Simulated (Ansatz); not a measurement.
**Searching the electronic states of Ni**

How much does the result for Ni depend on the starting moments? The same cell is run from several starts. System: Ni, the deposited crystal structure (space group Fm-3m, primitive cell doubled); the cell holds 2 atoms. Source: COD entry 2100643, which need not be the ambient phase.

Method: DFT r2SCAN, PAW, plane waves, scalar-relativistic, in Ansatz 0.2.0.

## 1. The starting structure

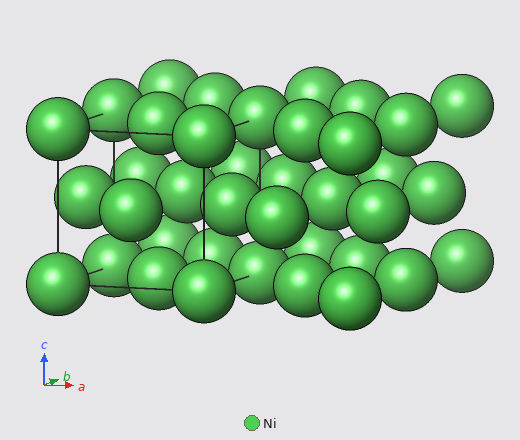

Start, viewed slightly off an axis; nickel green. 2×2×1 cells are drawn. Atoms on the faces are drawn again on the opposite ones. The cell drawn here is the conventional one.

Coordinates:

```xyz
2
Lattice="0.0000 -1.7657 -1.7657 -3.5315 -1.7657 -1.7657 0.0000 1.7657 -1.7657" Properties=species:S:1:pos:R:3 pbc="T T T"
Ni    0.0000    0.0000    0.0000
Ni   -1.7657    0.0000   -1.7657
```

Atoms are counted from 1 in the order of input.yaml (Ni2 and so on).

First come: parallel moments, plain SCF; opposed moments +-, plain SCF; no spin polarisation; spin on, no moments given (the program may seed its own), plain SCF. What is tried next depends on their ends.

A plain SCF has the search for lower states switched off and ends at the first converged state. Ends within 0.2 meV/atom and 0.1 μB count as one state.

The total moment includes the space between the atomic spheres.

## 2. Parallel moments, plain SCF

input.yaml

```yaml
crystal:
  lattice:
    - [0.0, -1.76575, -1.76575]
    - [-3.5315, -1.76575, -1.76575]
    - [0.0, 1.76575, -1.76575]
  atoms:
    - { symbol: Ni, position: [0.0, 0.0, 0.0], spin: 2.0 }
    - { symbol: Ni, position: [0.0, 0.5, 0.5], spin: 2.0 }
magnetization:
  spin_polarized: true
hamiltonian:
  xc: r2scan
  pseudopotentials: { kind: paw }
basis:
  ecutwfc: 500
kpoints:
  mp_grid: { grid: [13, 8, 11] }
scf:
  occupations: { method: fermi_dirac, width: 0.1 }
  lower_state_search: "off"
output:
  forces: true
  stress: true
```

Standard output, shortened:

```text
Warning: crystal.symmetry: narrowed to the stabiliser of the k-point mesh — unitary ops 32 → 8; excluded 24 operations that carry a point of the 13×8×11 mesh (shift [0, 0, 0]) off the mesh (the run samples exactly the mesh kpoints.mp_grid names, as under crystal.symmetry.detect: false, [...]
Pseudopotentials: kind: paw
Pseudopotential: Ni, paw, valence charge 18, recommended cutoff 500 eV (meta_gga), Ni.paw.azcp
Functional definition: r2SCAN
[...]
Crystal: 2 atoms, lattice volume = 22.022 Å³
Basis set: ecut = 500 eV, 569 PW (Γ), exchange–correlation on 80×128×80 points (64 copies of the dense FFT grid, shifted against one another)
Bands: 24, of which v1, the nominal top of the filled ones, is band 18 counted from 1 (17 counted from 0)
Symmetry: 8 space group operations
k-points: 318 of 1144
[...]
Starting moments: Σ|m| = 4 μB on 2 of 2 sites
[...]
SCF iter   1: F=-11690.407470 eV  HF=-11689.773774 eV  |F-HF|=6.34e-1  |Δ(HF+E_count)|=         —  Δρ=1.14e-1 (↑9.18e-2 ↓1.14e-1)  dr2=6.24e-2  dr2_τ=3.45e-2  dr2_m=2.11e0  M=2.038 μB ∫|m|=2.330 μB  β_m=0.61  ethr=1.74e-4  ⟨swp⟩=1.7  Hψ=82195  notcnv=0
[...]
spin-set hold released at iteration 1 (the charge has settled, or the pull on large starting moments outlasts its swing): the magnetisation degrees of freedom join the quasi-Newton model from the next iteration; the mixer history was flushed
[...]
SCF iter  14: F=-11690.590061 eV  HF=-11690.590061 eV  |F-HF|=6.28e-8  |Δ(HF+E_count)|=   4.36e-6  Δρ=1.03e-5 (↑3.89e-6 ↓1.03e-5)  dr2=2.05e-8  dr2_τ=1.03e-10  dr2_m=3.09e-9  M=1.493 μB ∫|m|=1.841 μB  ethr=2.78e-10  ⟨swp⟩=5.2  Hψ=62981  notcnv=0
[...]
this state was not tested for a lower state beside it, because the mixer in use, unlike msr1, does not test its closes by its own steps (another_mixer; see scf.mixing.algorithm and scf.lower_state_search)
SCF converged after 14 iterations
Magnetization: 1.4932 μB (18.7466 up, 17.2534 down)
Absolute magnetization: 1.8433 μB (∫|ρ↑−ρ↓|, with the PAW one-centre terms)
Spin contamination: 0.0440 ħ² per cell (⟨S²⟩ above its minimum at these occupations)
Per-site moments (μB) at R_I (Å): [(0.815554358785457, 1.0300733840761207), (0.815554358785457, 1.0300733840761207)]
Free energy (F): -11690.590061 eV
[...]
E sigma→0 (E₀):  -11690.547045 eV
Entropy (-TS):   -0.086032 eV (-43.016 meV/atom)
Fermi energy:    17.838585 eV
[...]
--- Forces (eV/Å), atoms counted from 1 ---
  atom   1  Ni     0.00000000    -0.00000000     0.00000000
  atom   2  Ni     0.00000000     0.00000000     0.00000000
[...]
--- Stress (GPa, compression-positive) ---
       -8.716231       0.019492       0.019492
        0.019501      -8.773687      -0.153797
        0.019501      -0.153797      -8.773687
  P = ⅓ Tr σ = -8.7545 GPa (-87.545 kbar)
```

Run time: 90 s. Hardware: 2 threads of an x86-64 CPU, shared host; peak memory 0.66 GiB.

Result: ferromagnetic, site moments Ni1 0.82, Ni2 0.82 μB, total 1.49 μB per cell, no gap on the k-mesh.

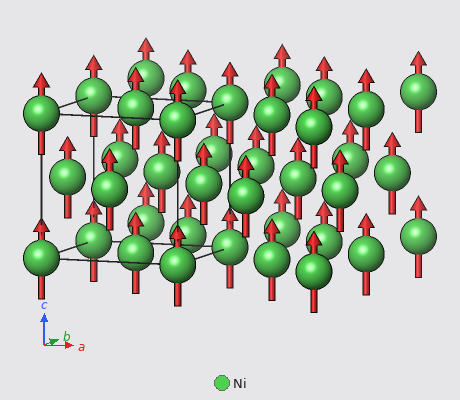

The moments of this state as arrows, longer for larger moments (red one way, blue the other). Without spin-orbit coupling their common direction is free.

## 3. Opposed moments +-, plain SCF

input.yaml: that of step 2 with these lines changed.

```diff
@@ -7,3 +7,3 @@
     - { symbol: Ni, position: [0.0, 0.0, 0.0], spin: 2.0 }
-    - { symbol: Ni, position: [0.0, 0.5, 0.5], spin: 2.0 }
+    - { symbol: Ni, position: [0.0, 0.5, 0.5], spin: -2.0 }
 magnetization:
```

Standard output, shortened:

```text
Warning: crystal.symmetry: narrowed to the stabiliser of the k-point mesh — unitary ops 16 → 4; excluded 12 operations that carry a point of the 13×8×11 mesh (shift [0, 0, 0]) off the mesh (the run samples exactly the mesh kpoints.mp_grid names, as under crystal.symmetry.detect: false, [...]
[... 12 lines as in an earlier run ...]
Symmetry: 4 space group operations
[... 6 lines as in an earlier run ...]
Starting moments: Σ|m| = 4 μB on 2 of 2 sites
[... 2 lines as in an earlier run ...]
spin-down is spin-up translated by (0, 0.5, 0.5): one eigenproblem is solved per k-point and the antiferromagnetic symmetry of the starting moments is kept exactly by this SCF (crystal.symmetry.spin_inversion_symmetry: false solves both channels; [...]
SCF iter   1: F=-11689.936996 eV  HF=-11689.311335 eV  |F-HF|=6.26e-1  |Δ(HF+E_count)|=         —  Δρ=1.22e-1 (↑1.22e-1 ↓1.22e-1)  dr2=1.39e-1  dr2_τ=3.67e-2  dr2_m=2.91e0  M=0.000 μB ∫|m|=2.088 μB  β_m=0.30  ethr=3.88e-4  ⟨swp⟩=1.4  Hψ=41878  notcnv=0
[...]
[... 1 line as in an earlier run ...]
[...]
SCF iter  22: F=-11690.388180 eV  HF=-11690.388180 eV  |F-HF|=1.09e-10  |Δ(HF+E_count)|=   2.48e-8  Δρ=1.73e-6 (↑1.73e-6 ↓1.73e-6)  dr2=5.74e-10  dr2_τ=5.54e-12  dr2_m=2.84e-10  M=0.000 μB ∫|m|=0.487 μB  ethr=1.53e-11  ⟨swp⟩=2.8  Hψ=29959  notcnv=0
[...]
[... 1 line as in an earlier run ...]
SCF converged after 22 iterations
Magnetization: 0.0000 μB (18.0000 up, 18.0000 down)
Absolute magnetization: 0.4869 μB (∫|ρ↑−ρ↓|, with the PAW one-centre terms)
Spin contamination: 0.1522 ħ² per cell (⟨S²⟩ above its minimum at these occupations)
Per-site moments (μB) at R_I (Å): [(0.23823986448023154, 1.0300733840761207), (-0.23823986448023154, 1.0300733840761207)]
Free energy (F): -11690.388180 eV
[...]
E sigma→0 (E₀):  -11690.313581 eV
Entropy (-TS):   -0.149198 eV (-74.599 meV/atom)
Fermi energy:    17.511794 eV
[...]
--- Forces (eV/Å), atoms counted from 1 ---
  atom   1  Ni     0.00000000    -0.00000000     0.00000000
  atom   2  Ni     0.00000000    -0.00000000     0.00000000
[...]
--- Stress (GPa, compression-positive) ---
      -10.726323      -0.006831      -0.006831
       -0.006826     -10.730749      -0.137478
       -0.006826      -0.137478     -10.730749
  P = ⅓ Tr σ = -10.7293 GPa (-107.293 kbar)
```

Run time: 1.9 min. Hardware: 2 threads of an x86-64 CPU, shared host; peak memory 0.63 GiB.

End: antiferromagnetic (magnetic neighbours of Ni1 with a moment over 0.3 of its own that point the other way: 8 of 12 at 2.50 Å, 0 of 6 at 3.53 Å), site moments Ni1 0.24, Ni2 -0.24 μB, total 0.00 μB per cell, no gap on the k-mesh. Against step 2, the lowest until now, it is 101 meV/atom higher.

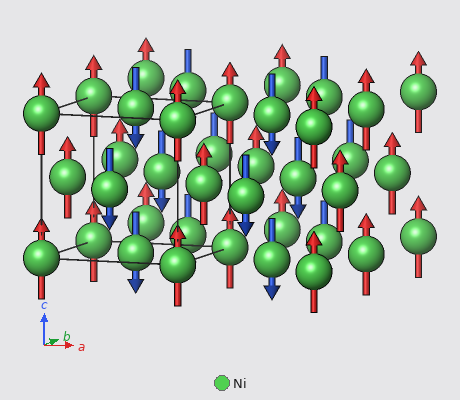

The moments of this state as arrows, longer for larger moments (red one way, blue the other). Without spin-orbit coupling their common direction is free.

## 4. No spin polarisation

input.yaml: that of step 3 with these lines changed.

```diff
@@ -6,6 +6,4 @@
   atoms:
-    - { symbol: Ni, position: [0.0, 0.0, 0.0], spin: 2.0 }
-    - { symbol: Ni, position: [0.0, 0.5, 0.5], spin: -2.0 }
-magnetization:
-  spin_polarized: true
+    - { symbol: Ni, position: [0.0, 0.0, 0.0] }
+    - { symbol: Ni, position: [0.0, 0.5, 0.5] }
 hamiltonian:
```

Standard output, shortened:

```text
[... 12 lines as in an earlier run ...]
Bands: 22, of which v1, the nominal top of the filled ones, is band 18 counted from 1 (17 counted from 0)
[... 6 lines as in an earlier run ...]
[...]
[... 2 lines as in an earlier run ...]
SCF iter   1: F=-11690.364354 eV  HF=-11690.284194 eV  |F-HF|=8.02e-2  |Δ(HF+E_count)|=         —  Δρ=1.95e-2  dr2=4.67e-2  dr2_τ=5.74e-2  ethr=1.77e-3  ⟨swp⟩=5.2  Hψ=27482  notcnv=0
[...]
SCF iter   9: F=-11690.381526 eV  HF=-11690.381526 eV  |F-HF|=1.55e-10  |Δ(HF+E_count)|=   1.52e-8  Δρ=1.66e-6  dr2=3.63e-10  dr2_τ=9.33e-12  ethr=2.78e-10  ⟨swp⟩=5.0  Hψ=29466  notcnv=0
[...]
SCF converged after 9 iterations
Free energy (F): -11690.381526 eV
[...]
E sigma→0 (E₀):  -11690.294899 eV
Entropy (-TS):   -0.173253 eV (-86.627 meV/atom)
Fermi energy:    17.486583 eV
[...]
--- Forces (eV/Å), atoms counted from 1 ---
  atom   1  Ni     0.00000000     0.00000000     0.00000000
  atom   2  Ni     0.00000000    -0.00000000    -0.00000000
[...]
--- Stress (GPa, compression-positive) ---
      -11.182614      -0.009721      -0.009721
       -0.009721     -11.050995      -0.068571
       -0.009721      -0.068571     -11.050995
  P = ⅓ Tr σ = -11.0949 GPa (-110.949 kbar)
```

Wall time 19 s (2 threads of an x86-64 CPU, shared host); peak memory 0.53 GiB.

The state reached is non-magnetic (no spin polarisation), no gap on the k-mesh. It lies 104 meV/atom above the lowest state so far (step 2).

## 5. Spin on, no moments given (the program may seed its own), plain SCF

input.yaml: that of step 4 with these lines changed.

```diff
@@ -21 +21,3 @@
   stress: true
+magnetization:
+  spin_polarized: true
```

Standard output, shortened:

```text
[... 1 line as in an earlier run ...]
band count auto-derived: 24 (N_el = 36.0; filled up to band 18; 22 by the electrons, moments and atoms)
[... 21 lines as in an earlier run ...]
[...]
SCF iter   1: F=-11689.928744 eV  HF=-11688.869066 eV  |F-HF|=1.06e0  |Δ(HF+E_count)|=         —  Δρ=1.84e-1 (↑1.84e-1 ↓1.65e-1)  dr2=4.74e-2  dr2_τ=4.30e-2  dr2_m=6.11e0  M=2.481 μB ∫|m|=2.481 μB  ethr=9.97e-4  ⟨swp⟩=1.3  Hψ=41351  notcnv=0
[...]
SCF iter  11: F=-11690.590061 eV  HF=-11690.590061 eV  |F-HF|=2.24e-9  |Δ(HF+E_count)|=   4.81e-8  Δρ=6.55e-6 (↑2.43e-6 ↓6.55e-6)  dr2=5.30e-9  dr2_τ=3.87e-11  dr2_m=2.27e-9  M=1.493 μB ∫|m|=1.841 μB  ethr=2.78e-10  ⟨swp⟩=3.9  Hψ=66419  notcnv=0
[...]
SCF converged after 11 iterations
Magnetization: 1.4931 μB (18.7465 up, 17.2535 down)
Absolute magnetization: 1.8431 μB (∫|ρ↑−ρ↓|, with the PAW one-centre terms)
Spin contamination: 0.0440 ħ² per cell (⟨S²⟩ above its minimum at these occupations)
Per-site moments (μB) at R_I (Å): [(0.8154705884912229, 1.0300733840761207), (0.8154705884912229, 1.0300733840761207)]
Free energy (F): -11690.590061 eV
[...]
E sigma→0 (E₀):  -11690.547040 eV
Entropy (-TS):   -0.086042 eV (-43.021 meV/atom)
Fermi energy:    17.838493 eV
[... 26 lines left out: energy terms, forces, stress ...]
```

Run time: 45 s. Hardware: 2 threads of an x86-64 CPU, shared host; peak memory 0.66 GiB.

This is the state of step 2 again (ferromagnetic), after 11 iterations.

[end of part 1 of 2]
